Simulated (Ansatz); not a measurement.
# SiC (Moissanite): a many-body input that goes wrong, and its mend

What is wrong with this input for SiC (Moissanite)?

Program: Ansatz 0.2.0. Level of theory: G0W0 on PBE, plane waves, PAW. Results are calculated unless marked as measured.

### 1. The structure

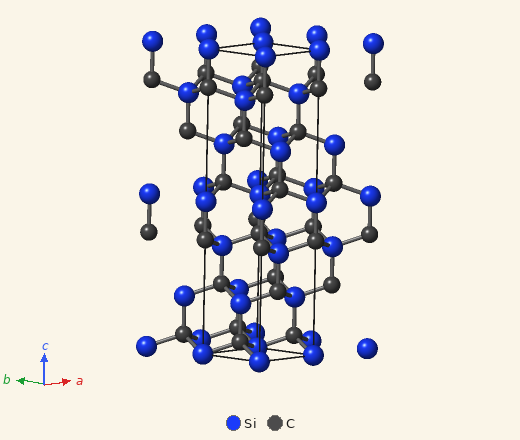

The starting structure, seen from a free direction (silicon blue, carbon dark grey). 2×2×1 cells are drawn. Bonds to atoms that aren't drawn are left out. Some periodic images of atoms are drawn too.

The cell and positions come from the Crystallography Open Database and are kept as given unless a step says otherwise. The default PAW set here is soft_2. Its files were made with PBE.

### 2. First try

input.yaml reads:

```yaml
crystal:
  lattice:
    - [3.081, 0.0, 0.0]
    - [-1.5405, 2.6682242691, 0.0]
    - [0.0, 0.0, 15.1248]
  atoms:
    - { symbol: Si, position: [0.0, 0.0, 0.0] }
    - { symbol: Si, position: [0.0, 0.0, 0.5] }
    - { symbol: Si, position: [0.3333333333, 0.6666666667, 0.1664] }
    - { symbol: Si, position: [0.6666666667, 0.3333333333, 0.6664] }
    - { symbol: Si, position: [0.6666666667, 0.3333333333, 0.3329] }
    - { symbol: Si, position: [0.3333333333, 0.6666666667, 0.8329] }
    - { symbol: C, position: [0.3333333333, 0.6666666667, 0.0412] }
    - { symbol: C, position: [0.6666666667, 0.3333333333, 0.5412] }
    - { symbol: C, position: [0.6666666667, 0.3333333333, 0.208] }
    - { symbol: C, position: [0.3333333333, 0.6666666667, 0.708] }
    - { symbol: C, position: [0.0, 0.0, 0.3746] }
    - { symbol: C, position: [0.0, 0.0, 0.8746] }
kpoints:
  mp_grid: { grid: [6, 6, 1] }
hamiltonian:
  xc: pbe
scf:
  occupations: { method: fixed }
gw:
  n_empty_bands: 4
  ecut_chi: 60
  qp_bands: [v1, c9]
  qp_kpoints: band_edges
  screening: { model: contour_deformation }
```

Launch:

```sh
$ ansatz run input.yaml --threads 3 --pin off --max-ram 92160MiB --backend cuda --events-out ev --progress --plain --runs-dir out --devices 1 --max-vram 13GiB  # rebuilt from the run's record
```

Numbers of over 12 decimals in the logs are rounded to 6 here.

The program printed:

```text
Error: invalid value for `gw.qp_bands`: [v1, c9] must end among the 28 bands that are solved (gw.n_empty_bands), of which c4 is the highest
```

Wall time 0.08 s (3 threads of AMD EPYC 7R13 (Zen 3), shared host); peak memory 0.11 GiB.

**Diagnosis.**

The input was rejected at the start.

The program's message: “Error: invalid value for `gw.qp_bands`: [v1, c9] must end among the 28 bands that are solved (gw.n_empty_bands), of which c4 is the highest”

The fault: window above the summed bands. Levels can be corrected only among the bands that are solved.

### 3. A better input

G0W0 replaces the xc potential by the self-energy, built once from these orbitals. Only a window of levels is corrected, while the sums run over the empty bands that the input names.

input.yaml: that of step 2 with these lines changed.

```diff
@@ -25,5 +25,5 @@
 gw:
-  n_empty_bands: 4
-  ecut_chi: 60
-  qp_bands: [v1, c9]
+  n_empty_bands: 265
+  ecut_chi: 96
+  qp_bands: [v4, c4]
   qp_kpoints: band_edges
```

The program printed:

```text
GPUs: using 1 of 1 available (devices: 1).
[...]
device memory: the entry about to start is reckoned to put 2.1 GiB on a device that reports 34.1 GiB free (of which the cap on the GPU budget leaves the run 13.0 GiB)
GPU FFT provider: cuFFT
GPU libraries: cuBLAS 13.8.2, cuFFT 12.4.0, cuSOLVER 12.3.4
Crystal: 12 atoms, lattice volume = 124.338 Å³
Basis set: ecut = 420 eV, 2415 PW (Γ)
Bands: 36, of which v1, the nominal top of the filled ones, is band 24 counted from 1 (23 counted from 0)
Symmetry: 12 space group operations
[...]
k-points: 7 of 36
[...]
GPU buffer pool allocated for 62208 grid points (all kernels)
GPU transforms: local potential and band sums: pruned to the plane-wave sphere, on 24×24×108
[...]
SCF iter   1: F=—  HF=-5322.913798 eV  |F-HF|=—  |Δ(HF+E_count)|=         —  Δρ=2.34e-3  dr2=6.81e-3  ethr=1.77e-3  ⟨swp⟩=4.9  Hψ=1039  notcnv=0  defer=66
[...]
0    21      9.2255   -18.3899     2.3510   -15.6857  0.7903     8.8713     8.8722  root
     0    22      9.4783   -18.2984     2.2575   -15.7208  0.7910     9.1576     9.1583  root
     0    23      9.5134   -18.3424     2.2741   -15.7474  0.7914     9.1918     9.1925  root
     0    24      9.5134   -18.3424     2.2741   -15.7474  0.7914     9.1918     9.1925  root
     0    25     14.6749    -9.1280    -4.6617   -14.4799  0.8033    15.3690    15.3651  root
     0    26     14.8456    -9.0276    -4.7110   -14.4306  0.8024    15.5419    15.5375  root
     0    27     15.2478    -9.0122    -4.7835   -14.4943  0.8001    15.9507    15.9463  root
     0    28     15.7570    -8.8680    -4.9332   -14.5138  0.7948    16.4745    16.4696  root
[...]
6    25     13.0006    -6.9154    -4.2483   -11.6093  0.8143    13.4475    13.4461  root
     6    26     13.0006    -6.9154    -4.2483   -11.6093  0.8143    13.4475    13.4461  root
     6    27     13.2542    -7.1477    -4.3301   -11.9634  0.8126    13.7414    13.7397  root
     6    28     14.5518    -7.3782    -4.5632   -12.5445  0.8003    15.1584    15.1550  root
[key lines of the parts left out:]
SCF converged after 7 iterations
Free energy (F): -5322.914292 eV
Fermi energy:    9.513416 eV
```

Elapsed: 19 s, on 1 × NVIDIA H100 80GB HBM3 (shared by 6 runs) with 3 threads; peak memory 1.2 GiB; 29 s of CPU time.

Reading the cycles: dr2 is the Hartree energy of the density residual (eV), the measure of convergence; HF is the Harris–Foulkes estimate of the energy, which meets the free energy F at convergence.

Numbers from this step:

| Quantity | Value |
| --- | --- |
| bands summed | 289 |
| RPA ε∞ on this mesh (eigenvalues) | 6.985, 7.037, 7.037 |
| plane waves in the screening matrix | 295 |
| q-points in the mesh | 36 |
| G0W0 gap on the mesh | 2.711 eV |
| k of the valence top | 0, 0, 0 |
| k of the conduction bottom | 0, -0.5, 0 |
| starting gap on the mesh | 2.013 eV |
| Z at the valence top | 0.7914 |
| Z at the conduction bottom | 0.8151 |
| least direct G0W0 gap on the computed points | 3.927 eV |

The gap on the mesh goes from 2.01 eV to 2.71 eV, a correction of +0.70 eV. Between the two edge states, bare exchange in place of the xc potential would open the gap by 6.84 eV, and correlation takes back 6.15 eV.

### 4. Outcome

| Item | Value |
| --- | --- |
| first try | refused after 0.08 s |
| better run | G0W0 gap on the mesh 2.71 eV (6×6×1 mesh, 265 empty bands, screening to 96 eV) |

In words: The second run differs in: empty bands, screening cutoff (eV) and levels asked. Bands and cutoff are finite, so the gap is not at the basis limit. The miss can reach some tenths of an eV and take either sign; the mesh is an error of its own. The 6×6×1 mesh is coarse for this cell (its supercell is 15 Å along the shortest edge). The RPA ε∞ on it, from the PBE start, is 6.99 and 7.04; such meshes misread the long-range screening, most where the gap is narrow.

[Paths, hosts, dates, memory and timing lines, banners, echoed tables and standing remarks are left out of the program output.]

[Logs are printed without paths, hosts, clocks, repeated set-up lines and the standing remarks that a program may print on its own settings, such as how far it seeks lower states.]

[Runs of the session that timed out or met a known fault of the program may be left out.]

[Cells called generated may have been cut or substituted from an entry of the Crystallography Open Database or the Materials Project.]

[Hosts, paths, dates, database ids (printed as entryN), source tags and the programs' standing remarks are cut or masked in the printed files.]
